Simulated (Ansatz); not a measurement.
## Band-structure calculation of CdS (part 2 of 2)

Continued. System: CdS (R3m, 2 atoms in the cell). Method: DFT, HSE06, plane waves, PAW, no spin polarisation (Ansatz 0.2.0); cutoff 420 eV, 6×6×6 k-mesh, fixed occupations. The structure was built on a prototype by a generator. The geometry comes from this level: r2SCAN (a point of a series of strains). It belongs to a series of runs on one base structure; here: epitaxial_111 strain -2.0%.

Geometry of the input (Å; fractional positions):
```
0.0746  2.9550  2.9550
2.9550  0.0746  2.9550
2.9550  2.9550  0.0746
Cd 0.0028  0.0028  0.0028
S  0.2472  0.2472  0.2472
```

### Output, continued
```
--- Forces (eV/Å), atoms counted from 1 ---
  atom   1  Cd    -0.00441758    -0.00441758    -0.00441758
  atom   2  S      0.00439450     0.00439450     0.00439450
  max |Σ_I F_I| component: 2.31e-5 eV/Å
--- Stress (GPa, compression-positive) ---
        1.583643      -0.695189      -0.695189
       -0.695189       1.583643      -0.695189
       -0.695189      -0.695189       1.583643
  P = ⅓ Tr σ = 1.5836 GPa (15.836 kbar)
--- Band table (eV; the first three rows and the last of 32) ---
  k-point 0: bands = ["-100.0695", "-59.8043", "-59.8043", "-59.7997", "-7.2875", "-2.6425", "-2.6190", "-2.6190", "-2.1457", "-2.1457", "6.1400", "6.3074", "6.3074", "8.3944", "13.6656", "14.1346", "14.1346"]
  k-point 1: bands = ["-100.0695", "-59.8043", "-59.8043", "-59.7997", "-7.1716", "-2.6028", "-2.5825", "-2.5036", "-2.1488", "-2.1447", "4.7656", "5.9362", "6.0924", "9.5343", "13.6483", "14.1130", "14.4259"]
  k-point 2: bands = ["-100.0695", "-59.8045", "-59.8043", "-59.7997", "-6.9419", "-2.5348", "-2.5247", "-2.1426", "-2.1230", "-2.0931", "2.6783", "5.5245", "5.6992", "10.2580", "14.1186", "14.4671", "14.5016"]
  k-point 31: bands = ["-100.0696", "-59.8043", "-59.8043", "-59.7999", "-6.8562", "-2.5017", "-2.5017", "-2.1174", "-2.1174", "-1.7866", "1.4743", "5.5440", "5.5440", "10.6061", "14.6396", "14.6396", "14.7500"]
```

### File bands.tsv
```
# k_distance	band_0	band_1	band_2	band_3	band_4	band_5	band_6	band_7	band_8	band_9	band_10	band_11	band_12	band_13	band_14	band_15	band_16
# fermi_ev = 6.307394
# lock_threshold_ev = 1e-6
# [0, 0, 0] at k_distance = 0.000000
# [-0.5, -0.5, 0] at k_distance = 1.077242
# [-0.375, -0.375, 0.25] at k_distance = 1.453297
# [-0.375, 0, 0.375] at k_distance = 2.115723
# [0, 0, 0.5] at k_distance = 2.778148
# [-0.5, -0.25, 0.25] at k_distance = 3.530259
# levels_relative_to = fermi_ev
# free_energy_ev = -9162.178297
# largest_residual_norms_ev = 1.775e-4 6.130e-5 2.318e-4 5.379e-5 4.402e-4 1.873e-3 1.186e-3 2.003e-3 2.137e-3 1.725e-3 6.422e-4 7.214e-4 7.437e-4 7.688e-4 1.490e-3 1.069e-3 1.509e-3
0.000000	-106.376918	-66.111656	-66.111656	-66.107111	-13.594884	-8.949944	-8.926399	-8.926399	-8.453114	-8.453114	-0.167421	0.000000	0.000000	2.087013	7.358184	7.827182	7.827183
1.077242	-106.376942	-66.111931	-66.111729	-66.107147	-13.006749	-8.695400	-8.598341	-8.588740	-8.369576	-7.948370	-4.255949	-2.159355	-1.943644	4.352960	5.466844	10.402919	12.209575
1.453297	-106.376948	-66.111897	-66.111727	-66.107165	-13.023179	-8.723392	-8.650700	-8.546440	-8.407852	-7.834933	-4.219578	-2.810192	-1.582077	5.365323	6.415774	9.575330	10.320225
2.115723	-106.376923	-66.111999	-66.111671	-66.107129	-13.016558	-8.734719	-8.644064	-8.539567	-8.413535	-7.809596	-4.175557	-2.704470	-1.773812	5.012264	6.766628	9.540099	10.224686
2.778148	-106.376933	-66.111950	-66.111716	-66.107109	-13.137416	-8.817874	-8.813191	-8.428106	-8.407236	-8.014523	-4.691073	-0.972935	-0.791159	3.970296	7.999969	8.042621	8.645070
3.530259	-106.376941	-66.111976	-66.111682	-66.107150	-13.008914	-8.702268	-8.681078	-8.498010	-8.443124	-7.768480	-4.150753	-2.486435	-2.366052	6.281817	6.758519	8.359329	9.090672
```

### File rho_z.tsv
```
# z_ang	rho[e/angstrom^3]
# format = ansatz-planar-average/11
# lattice	0.074612938	2.955043484	2.955043484
# lattice	2.955043484	0.074612938	2.955043484
# lattice	2.955043484	2.955043484	0.074612938
# sites	2
# site	48	0.016881820	0.016881820	0.016881820
# site	16	1.479293156	1.479293156	1.479293156
0.000000	1.515256e0
0.139324	1.493287e0
0.278649	1.352671e0
0.417973	1.137120e0
0.557297	9.013606e-1
0.696621	6.907396e-1
0.835946	5.299351e-1
0.975270	4.223995e-1
1.114594	3.572263e-1
1.253919	3.183377e-1
1.393243	2.913189e-1
1.532567	2.661738e-1
1.671891	2.377121e-1
1.811216	2.053283e-1
1.950540	1.717611e-1
2.089864	1.407114e-1
2.229189	1.148774e-1
2.368513	9.539619e-2
2.507837	8.235539e-2
2.647161	7.580905e-2
2.786486	7.667143e-2
2.925810	8.746880e-2
3.065134	1.141043e-1
3.204459	1.683876e-1
3.343783	2.675847e-1
3.483107	4.275331e-1
3.622431	6.512902e-1
3.761756	9.197369e-1
3.901080	1.190174e0
4.040404	1.405869e0
```

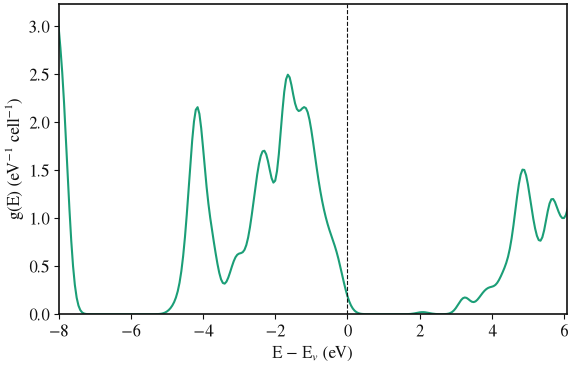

**Figure 1.** Density of states (the curve is built from the levels of the k mesh with Gaussians 0.4 eV wide, which also blur the band edges), with energies from the valence-band top. There is a gap of 2.09 eV on the k-point mesh. Small ripples come from the finite k-point mesh.

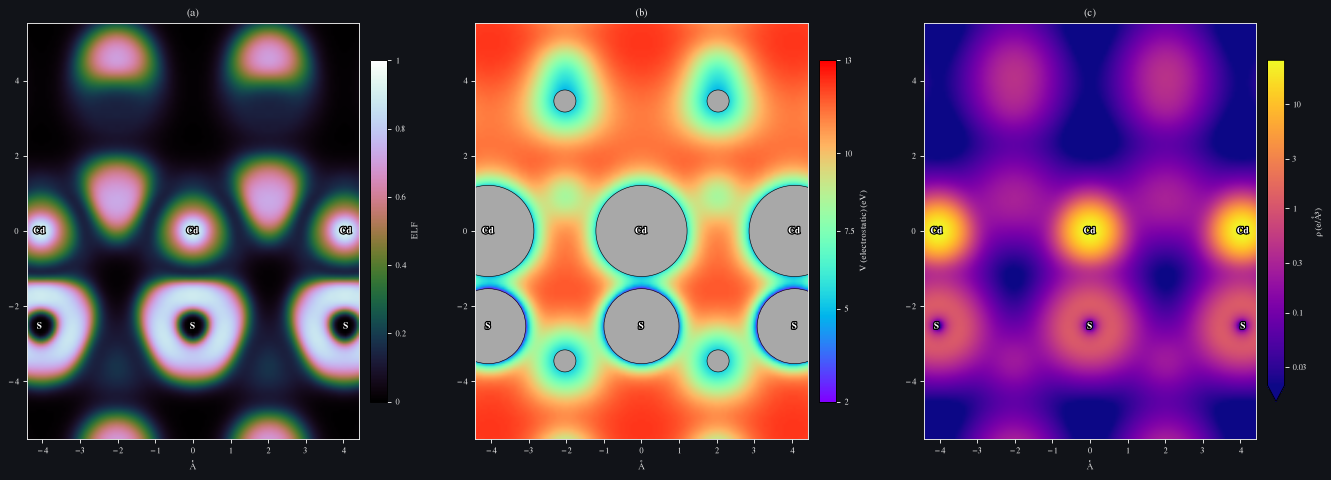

**Figure 2.** (a) ELF; (b) electrostatic potential (local pseudopotential plus Hartree) felt by an electron; (c) valence electron density on the (010) plane of the conventional cell. Grey discs, where drawn, cover atomic cores. The section cuts through Cd and S sites. Cd–S (2.53 Å): ρ is about 0.42 e/Å³ halfway; the ELF is about 0.35 at the midpoint. Away from the nuclei the density in this plane falls to 0.01 e/Å³ at its lowest. The strong features right at Cd lie inside the PAW spheres (semicore, d or f shells) and say nothing about bonding. Outside the cores the potential energy rises away from the atoms and is highest about 2.5 Å from the nearest atoms; outside the discs it spans about 10 eV, and its zero is arbitrary. In a PAW calculation such maps are meaningful between the atoms, not at the nuclei.

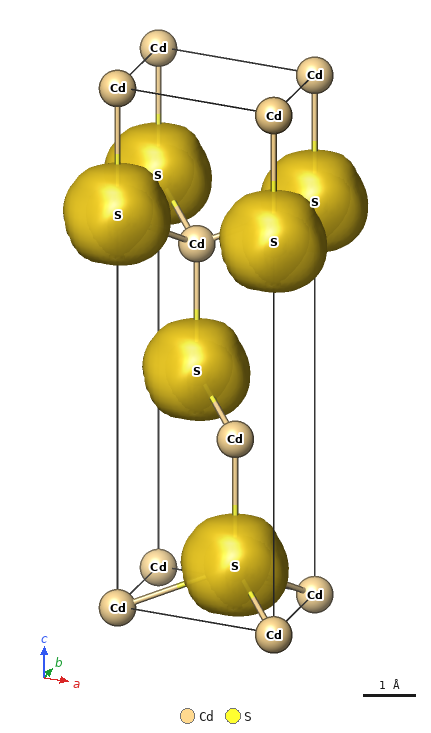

**Figure 3.** Isosurface of the ELF at 0.8 (yellow), seen slightly off an axis. Only the valence region is drawn (cores and ρ < 0.01 e/Å³ removed). Sticks mark near contacts. The outline is the cell set on symmetry axes. Values along the shortest contacts: Cd–S (2.53 Å): the ELF is about 0.35 at the midpoint.

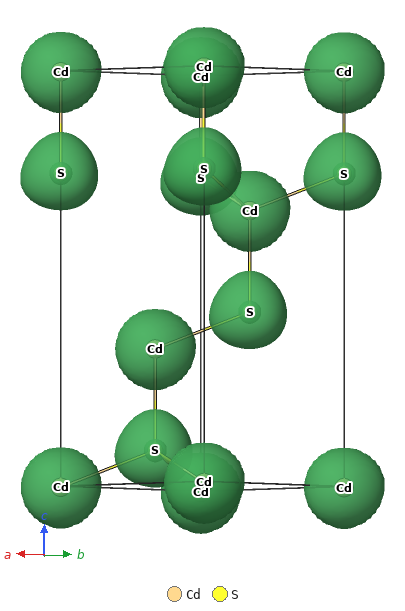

**Figure 4.** Isosurface of the valence charge density (pseudo) at 0.6 e/Å³ (green), seen at an oblique angle. Sticks mark near contacts. The outline is the cell set on symmetry axes. At this value the density breaks into separate islands; it holds about 75 % of the electrons treated as valence (semicore included). It is pinched off along the Cd–S (2.53 Å) contacts. On the grid the lowest density along these lines, outside the cores, is 0.42 e/Å³ (Cd–S, 2.53 Å).

### Summary

- outcome: converged
- space group (tolerance 0.01 Å): R3m (160)
- electrons treated: 26
- free energy: −9162.1783 eV
- Fermi energy: 6.307 eV
- gap on the k-point mesh: 2.09 eV
- pressure: 1.58 GPa
- largest force (length of the vector): 0.008 eV/Å
- wall time: 19 s (CPU time 28 s)
- peak memory: 2.6 GiB

### Remarks

The program warns: the exchange loop's threshold is looser than advised for the stress; the SCF threshold is looser than advised for the printed stress.
